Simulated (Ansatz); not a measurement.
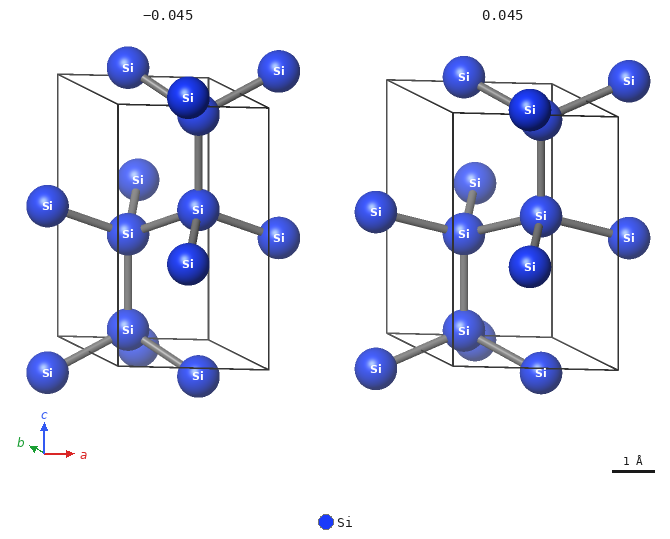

A crystal of Si (set up in P6_3/mmc), under biaxial strain in the a–b plane (c and atoms relaxed), with energies (extrapolated to zero smearing) counted from the relaxed crystal, which is the row at zero. The picture shows the first and the last member. The picture is a ball-and-stick view of the cell of the calculation, seen slightly off an axis.

Computed with Ansatz 0.2.0: DFT LDA, scalar-relativistic, plane waves, PAW. Set-up: plane-wave cutoff 420 eV; k-point mesh 12 × 12 × 6; occupations gaussian; smearing width 0.02 eV; no spin polarisation; force threshold 0.008 eV/Å.

```tsv
strain	energy (meV/atom)	a (Å)	c (Å)
−0.045	61.34	3.631	6.413
−0.03	26.74	3.688	6.368
−0.015	6.54	3.745	6.327
0.0	0.00	3.802	6.289
0.015	6.24	3.859	6.257
0.03	?	?	?
0.045	53.09	3.973	6.204
```

### One row is withheld. What does the calculation give there?

A parabola through three neighbouring rows (0.0, 0.015, 0.045) gives, with Lagrange weights, (−0.3333)(0.00) + (1.0000)(6.24) + (0.3333)(53.09) = 23.93 meV/atom. The calculation gives 24.28 meV/atom (a = 3.916 Å, c = 6.228 Å). The estimate is 0.35 meV/atom too low. From the first member to the last: Si–Si 2.270 → 2.410 Å, Si–Si 2.334 → 2.364 Å.

The whole series:

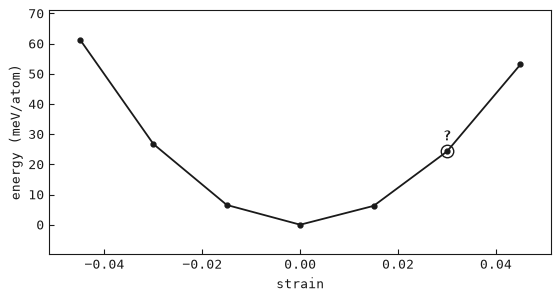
